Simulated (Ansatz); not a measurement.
Read the following structure.

```
Sn
1.0
     3.78974    0.00000    0.00000
     0.00000    3.78974    0.00000
     0.00000    0.00000    4.50838
Sn
2
Direct
  0.00000 0.00000 0.00000
  0.50000 0.50000 0.50000
```

> Describe what this structure looks like.

The element is tin. It belongs to space group I4/mmm (No. 139) and has a body-centred tetragonal lattice. The cell holds two atoms. The Sn atoms are each bonded to twelve Sn in a distorted cuboctahedral arrangement at 3.50 to 3.79 Å. The bonds build a three-dimensional framework.

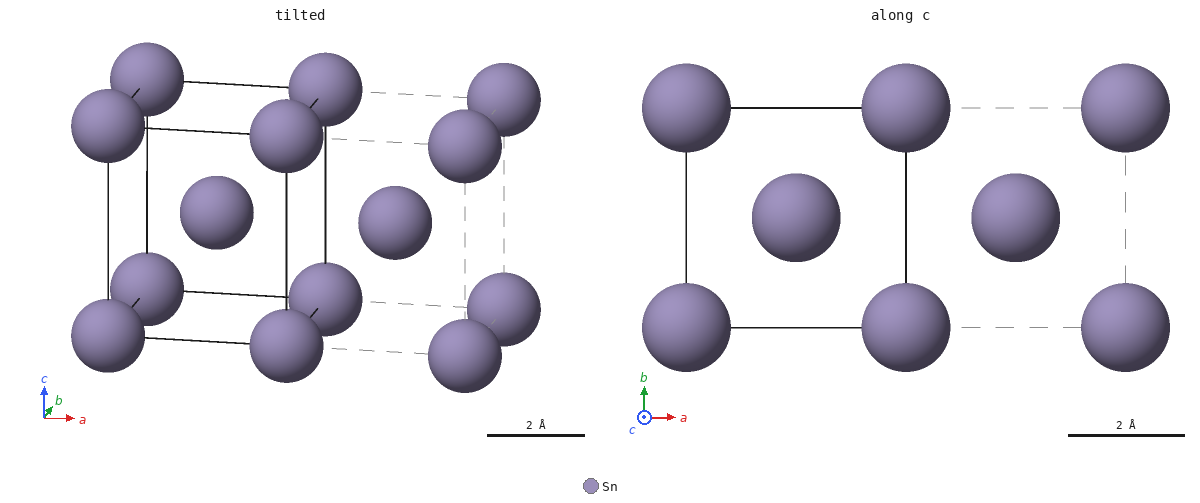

Crystal structure, spheres-only style, seen slightly off an axis and along the c axis. The conventional unit cell (solid box) is repeated to 2×1×1 cells.

Provenance: a structure listed in the Materials Project. The cell was then strained or its atoms displaced on purpose. Ansatz was used for an electronic-structure calculation on it.
